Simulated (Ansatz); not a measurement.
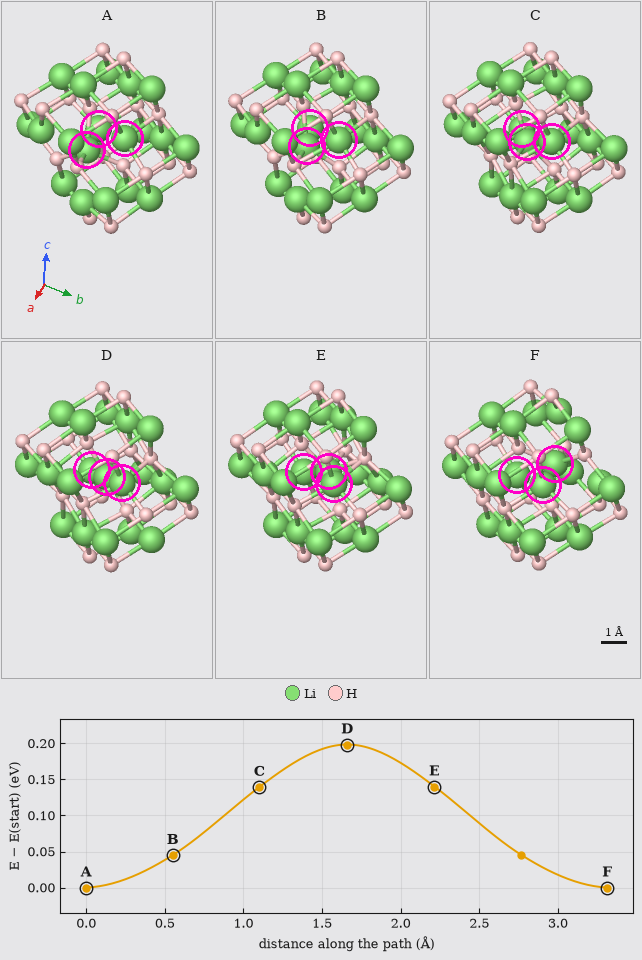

A search for the minimum-energy path of a defect cell of composition Li$_{17}$H$_{16}$ (33 atoms in the cell) by the nudged elastic band. Images are numbered from 0 (start) to 6 (end). Frames A to F are images 0, 1, 2, 3, 4, 6. Style: ball-and-stick. Shown: the atoms within 4.0 Å of the middle of the path, from a free direction. The atoms that move most are ringed. Bonds to atoms that aren't drawn are left out.

Level of theory: DFT PBE, scalar-relativistic, plane waves, PAW in Ansatz 0.2.0. Settings: plane-wave cutoff 420 eV; k-point mesh 2 × 2 × 2; Gaussian smearing 0.02 eV; 5 movable images; climbing image.

Q: Read off the barrier and say what moves.

A: A Li atom travels furthest, 2.00 Å from end to end, along [0 1 1], on a straight line. At the highest image its nearest neighbour (H) is 1.68 Å away, against 1.72 Å at the start, and the surrounding atoms stand up to 0.33 Å off the mean of their end positions. The barrier is about 0.198 eV in both directions, with image 3 at the top; the ends have the same energy. The band converged in 6 iterations. The largest component of the band force went from 1.4 to 0.042 eV/Å. The climbing image converged on the top of the path. Its curvatures weren't checked.

Limits of the set-up: the k-point mesh is coarse for a cell with partly filled bands; the periodic images lie only 6.9 Å apart, so the values are limited by the cell's size.

Cost: 33 s on 4 threads of Intel(R) Xeon(R) Platinum 8488C (Sapphire Rapids), with other jobs on the host, peak memory 0.88 GiB.
